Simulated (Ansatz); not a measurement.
Al₃Au

```
Au Al
1.0
     3.91389    0.00000    0.00000
     0.00000    3.91389    0.00000
     0.00000    0.00000    7.81143
Au Al
2 6
Direct
  0.00000 0.00000 0.00000
  0.50000 0.50000 0.50000
  0.00000 0.00000 0.50000
  0.50000 0.50000 0.00000
  0.50000 0.00000 0.25000
  0.00000 0.50000 0.75000
  0.00000 0.50000 0.25000
  0.50000 0.00000 0.75000
```

Space group I4/mmm; a structure from a database of computed crystals, not necessarily the ambient phase; computed pressure about 10 GPa in this cell.

Computed with Ansatz 0.2.0, Kohn-Sham DFT of a periodic cell, PBEsol, Ansatz PAW.

What will maps of the valence pseudo-density and electron localisation function show?

Answer. Al–Au (2.77 Å): the density is about 0.31 e/Å³ at the midpoint; the ELF is about 0.40 at the midpoint.

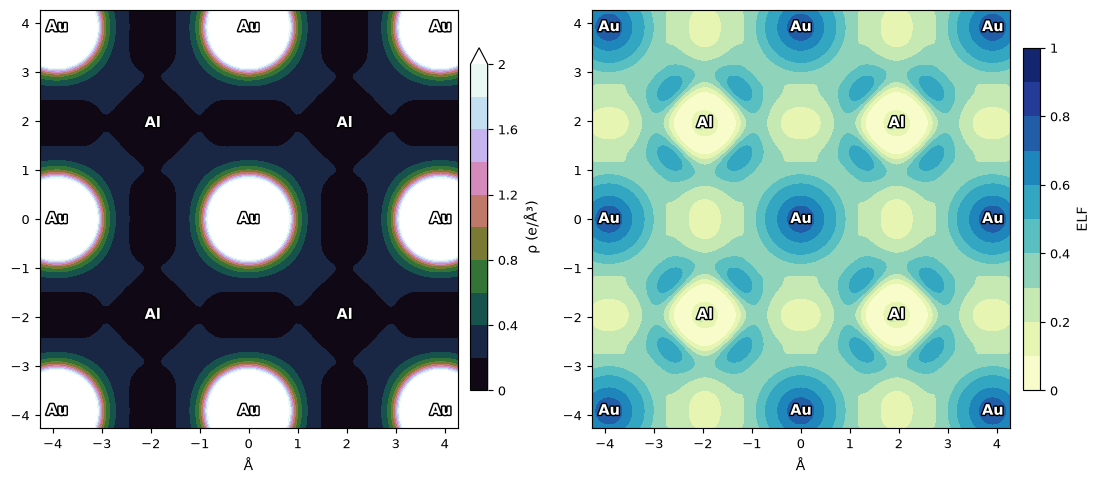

Computed valence pseudo-density and electron localisation function on the (001) plane of the conventional cell, in this order. 

Core electrons are frozen (PAW), and the valence fields are smoothed inside the atomic spheres.
